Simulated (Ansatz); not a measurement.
**Two runs on AlAs**

System: AlAs (4 atoms in the cell).
Method of the first run: DFT PBE, scalar-relativistic, plane waves, PAW, no spin polarisation (Ansatz 0.2.0).

The structure derives from a Materials Project entry. Text and figures count atoms from 1; the logs count them from 0 in places.

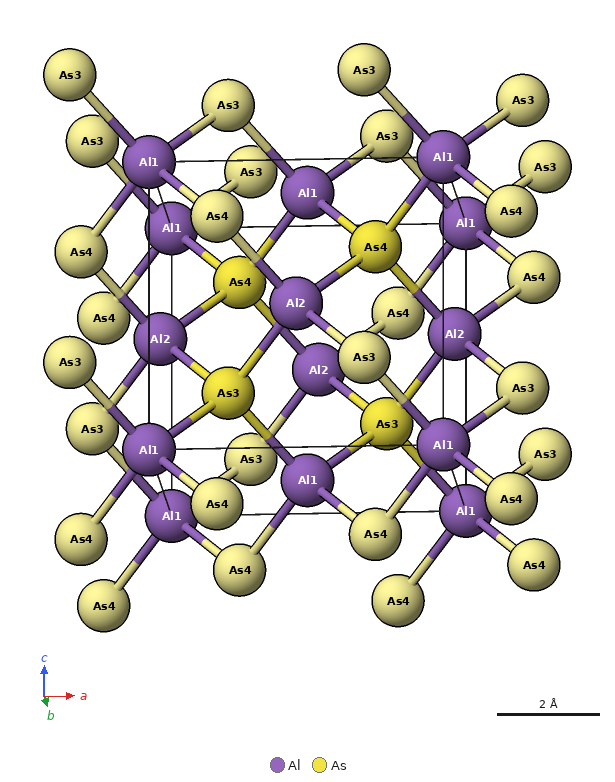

Fig. 1: The structure as given in the input (ball-and-stick view of the cell 2 times as large as that of the calculation, set on its symmetry axes, seen at an oblique angle; neighbours outside the cell are drawn fainter; atoms are numbered from 1 in the order of the input).

**Input file, the first run**
```yaml
crystal:
  lattice:
    - [2.9212352826, 2.9212352826, 0.0]
    - [-2.9212352826, 2.9212352826, 0.0]
    - [0.0, 0.0, 5.8424705652]
  atoms:
    - { symbol: Al, position: [0.0, 0.0, 0.0] }
    - { symbol: Al, position: [0.5, 0.5, 0.5] }
    - { symbol: As, position: [0.5, 0.0, 0.25] }
    - { symbol: As, position: [0.0, 0.5, 0.75] }
basis:
  ecutwfc: 420
kpoints:
  mp_grid: { grid: [8, 8, 6] }
hamiltonian:
  xc: pbe
scf:
  occupations: { method: gaussian, width: 0.02 }
output:
  forces: true
  stress: true
  eigenvalues: true
  write_density: true
  write_potential: true
  elf: true
  volumetric_format: npy
```

Command:
```bash
ansatz run input.yaml --threads 1 --pin off --max-ram 2560MiB --backend cpu --events-out ev --progress --plain --runs-dir out
```

Hardware: 1 thread of Arm Neoverse V2, 24 GiB of memory available, shared host.

**Output, shortened to warnings, some set-up lines, iterations and results (the first run)**
```
Basis set: ecut = 420 eV, 1923 PW (Γ), exchange–correlation on 60×60×80 points (8 copies of the dense FFT grid, shifted against one another)
Symmetry: 16 space group operations
k-points: 60 of 384 (time reversal used)
Initial density: superposition of atomic densities (neutral atoms: chi_scale 0, normalization atom), corrected by the library's trained network
[...]
SCF iter   1: F=—  HF=-10789.167801 eV  |F-HF|=—  |Δ(HF+E_count)|=         —  Δρ=2.08e-3  dr2=8.48e-3  ethr=1.77e-3  ⟨swp⟩=6.4  Hψ=6528  notcnv=0
SCF iter   2: F=—  HF=-10789.165507 eV  |F-HF|=—  |Δ(HF+E_count)|=   2.29e-3  Δρ=1.06e-3  dr2=2.29e-3  ethr=2.36e-5  ⟨swp⟩=2.0  Hψ=2148  notcnv=0
SCF iter   3: F=—  HF=-10789.165172 eV  |F-HF|=—  |Δ(HF+E_count)|=   3.35e-4  Δρ=2.47e-4  dr2=1.03e-4  ethr=6.36e-6  ⟨swp⟩=2.0  Hψ=2024  notcnv=0
SCF iter   4: F=—  HF=-10789.165252 eV  |F-HF|=—  |Δ(HF+E_count)|=   8.01e-5  Δρ=1.13e-4  dr2=2.37e-5  ethr=2.85e-7  ⟨swp⟩=2.0  Hψ=2400  notcnv=0
SCF iter   5: F=—  HF=-10789.165213 eV  |F-HF|=—  |Δ(HF+E_count)|=   3.91e-5  Δρ=4.75e-5  dr2=2.90e-6  ethr=6.58e-8  ⟨swp⟩=2.0  Hψ=2400  notcnv=0
SCF iter   6: F=—  HF=-10789.165321 eV  |F-HF|=—  |Δ(HF+E_count)|=   1.08e-4  Δρ=1.37e-5  dr2=1.66e-7  ethr=8.05e-9  ⟨swp⟩=2.0  Hψ=2400  notcnv=0
SCF iter   7: F=-10789.165321 eV  HF=-10789.165321 eV  |F-HF|=1.35e-8  |Δ(HF+E_count)|=   1.80e-7  Δρ=1.93e-6  dr2=3.89e-9  ethr=2.78e-10  ⟨swp⟩=8.8  Hψ=9272  notcnv=0
SCF 1 converged in 7 iterations: F = -10789.165321 eV  dr2 = 3.89e-9
SCF converged after 7 iterations
Free energy (F): -10789.165321 eV
Harris-Foulkes:  -10789.165321 eV  (|F-HF|=1.35e-8)
Internal energy: -10789.165321 eV  (E = F + TS)
E sigma→0 (E₀):  -10789.165321 eV
Fermi energy:    6.038189 eV
--- Per-component energies (eV) ---
  E_band       = -565.179964
  E_kinetic    = 248.333374
  E_local      = -4372.021218  (includes V_loc(G=0)·N_el)
  E_nonlocal   = -1320.407852
  E_hartree    = 2318.759040
  E_xc         = -235.774973
  E_vxc        = -213.683927  (∫ρ·V_xc dr)
  E_paw        = -4605.950600  (= ΣΔE_a)
  E_vpaw       = 455.080412  (= ΣTr[D̂ρ^β])
  E_aug_tail   = 0.000014  (compensation charges beyond the density's cutoff)
  E_ewald      = -2822.103105
  E_smearing   = -0.000000  (= −TS)
  E_closure    = 0.000000  (closes the sum)
  Σ components = -10789.165321   (vs F -10789.165321, Δ=0.00e0)
--- Forces (eV/Å), atoms counted from 1 ---
  atom   1  Al    -0.00000000    -0.00000000     0.00000000
  atom   2  Al    -0.00000000    -0.00000000     0.00000000
  atom   3  As    -0.00000000    -0.00000000     0.00000000
  atom   4  As    -0.00000000    -0.00000000    -0.00000000
  max |Σ_I F_I| component: 4.25e-17 eV/Å
--- Stress (GPa, compression-positive) ---
       -3.485136       0.000000      -0.000000
        0.000000      -3.485136      -0.000000
       -0.000000       0.000000      -3.503989
  P = ⅓ Tr σ = -3.4914 GPa (-34.914 kbar)
```

For the second run the input was changed thus:
```diff
+  convergence: { dr2_threshold: 1.0e-09 }
-  write_density: true
-  write_potential: true
-  elf: true
-  volumetric_format: npy
```

What does this change do to the results?

Both reach the same energy, so the change doesn't alter the result. The SCF takes 8 iterations against 7.

**Output, shortened to warnings, some set-up lines, iterations and results (the second run)**
```
Warning: output.stress: scf.convergence.dr2_threshold = 1e-9 eV is looser than the 4e-10 eV advised for a printed stress (1e-10 eV for each atom of the cell: 4). What an SCF threshold leaves in a stress goes as its square root, and in the free energy as the threshold itself, and one threshold admits the most on a small cell: of the crystals measured, under no hybrid functional and no lock of the …
Basis set: ecut = 420 eV, 1923 PW (Γ), exchange–correlation on 60×60×80 points (8 copies of the dense FFT grid, shifted against one another)
Symmetry: 16 space group operations
k-points: 60 of 384 (time reversal used)
Initial density: superposition of atomic densities (neutral atoms: chi_scale 0, normalization atom), corrected by the library's trained network
[...]
SCF iter   1: F=—  HF=-10789.167801 eV  |F-HF|=—  |Δ(HF+E_count)|=         —  Δρ=2.08e-3  dr2=8.48e-3  ethr=1.77e-3  ⟨swp⟩=6.4  Hψ=6528  notcnv=0
SCF iter   2: F=—  HF=-10789.165507 eV  |F-HF|=—  |Δ(HF+E_count)|=   2.29e-3  Δρ=1.06e-3  dr2=2.29e-3  ethr=2.36e-5  ⟨swp⟩=2.0  Hψ=2148  notcnv=0
SCF iter   3: F=—  HF=-10789.165172 eV  |F-HF|=—  |Δ(HF+E_count)|=   3.35e-4  Δρ=2.47e-4  dr2=1.03e-4  ethr=6.36e-6  ⟨swp⟩=2.0  Hψ=2024  notcnv=0
SCF iter   4: F=—  HF=-10789.165252 eV  |F-HF|=—  |Δ(HF+E_count)|=   8.01e-5  Δρ=1.13e-4  dr2=2.37e-5  ethr=2.85e-7  ⟨swp⟩=2.0  Hψ=2400  notcnv=0
SCF iter   5: F=—  HF=-10789.165213 eV  |F-HF|=—  |Δ(HF+E_count)|=   3.88e-5  Δρ=4.75e-5  dr2=2.90e-6  ethr=6.58e-8  ⟨swp⟩=2.0  Hψ=2400  notcnv=0
SCF iter   6: F=—  HF=-10789.165321 eV  |F-HF|=—  |Δ(HF+E_count)|=   1.08e-4  Δρ=1.37e-5  dr2=1.66e-7  ethr=8.05e-9  ⟨swp⟩=2.0  Hψ=2400  notcnv=0
SCF iter   7: F=—  HF=-10789.165321 eV  |F-HF|=—  |Δ(HF+E_count)|=   1.80e-7  Δρ=1.89e-6  dr2=3.78e-9  ethr=4.62e-10  ⟨swp⟩=2.0  Hψ=2400  notcnv=0
SCF iter   8: F=-10789.165321 eV  HF=-10789.165321 eV  |F-HF|=5.11e-10  |Δ(HF+E_count)|=   1.57e-8  Δρ=3.43e-7  dr2=2.04e-10  ethr=2.78e-12  ⟨swp⟩=4.5  Hψ=4245  notcnv=0
SCF 1 converged in 8 iterations: F = -10789.165321 eV  dr2 = 2.04e-10
SCF converged after 8 iterations
Free energy (F): -10789.165321 eV
Harris-Foulkes:  -10789.165321 eV  (|F-HF|=5.11e-10)
Internal energy: -10789.165321 eV  (E = F + TS)
E sigma→0 (E₀):  -10789.165321 eV
Fermi energy:    6.038173 eV
--- Per-component energies (eV) ---
  E_band       = -565.180104
  E_kinetic    = 248.333439
  E_local      = -4372.021664  (includes V_loc(G=0)·N_el)
  E_nonlocal   = -1320.407866
  E_hartree    = 2318.759470
  E_xc         = -235.775012
  E_vxc        = -213.683976  (∫ρ·V_xc dr)
  E_paw        = -4605.950596  (= ΣΔE_a)
  E_vpaw       = 455.080847  (= ΣTr[D̂ρ^β])
  E_aug_tail   = 0.000014  (compensation charges beyond the density's cutoff)
  E_ewald      = -2822.103105
  E_smearing   = -0.000000  (= −TS)
  E_closure    = -0.000000  (closes the sum)
  Σ components = -10789.165321   (vs F -10789.165321, Δ=0.00e0)
--- Forces (eV/Å), atoms counted from 1 ---
  atom   1  Al    -0.00000000     0.00000000     0.00000000
  atom   2  Al    -0.00000000    -0.00000000     0.00000000
  atom   3  As    -0.00000000    -0.00000000     0.00000000
  atom   4  As    -0.00000000     0.00000000     0.00000000
  max |Σ_I F_I| component: 5.31e-18 eV/Å
--- Stress (GPa, compression-positive) ---
       -3.485062       0.000000      -0.000000
       -0.000000      -3.485062      -0.000000
       -0.000000       0.000000      -3.503917
  P = ⅓ Tr σ = -3.4913 GPa (-34.913 kbar)
```

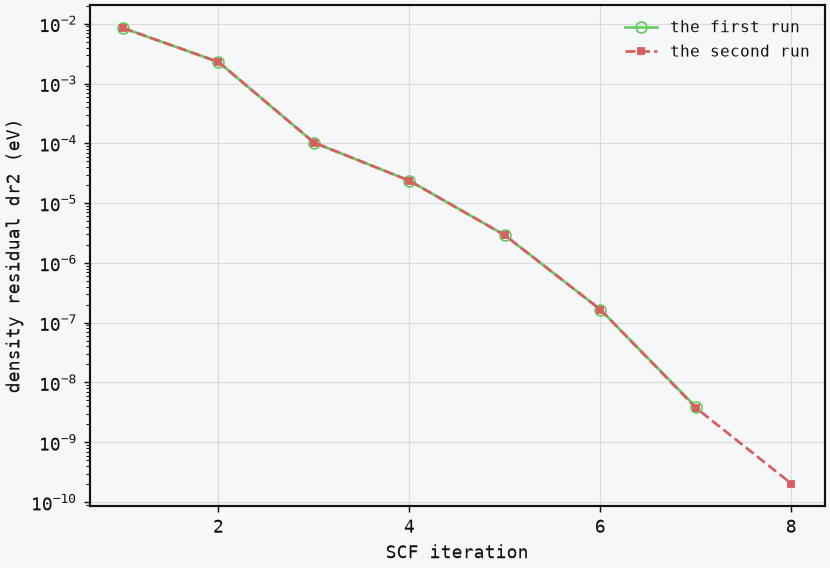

Fig. 2: Convergence of the two runs: density residual dr2 against the SCF iteration. The first run takes 7 iterations in all, and the second run takes 8.

**The two runs side by side**

```tsv
quantity	the first run	the second run
outcome	converged	converged
free energy per atom (eV)	−2697.2913	−2697.2913
gap on the mesh (eV)	1.33	1.33
pressure (GPa)	−3.49	−3.49
largest force (eV/Å)	0.000	0.000
SCF iterations	7	8
irreducible k-points	60	60
plane waves at Γ	1923	1923
wall time (shared host)	12 s	10 s
```

For the second run: Warnings: the SCF threshold is looser than advised for the printed stress.
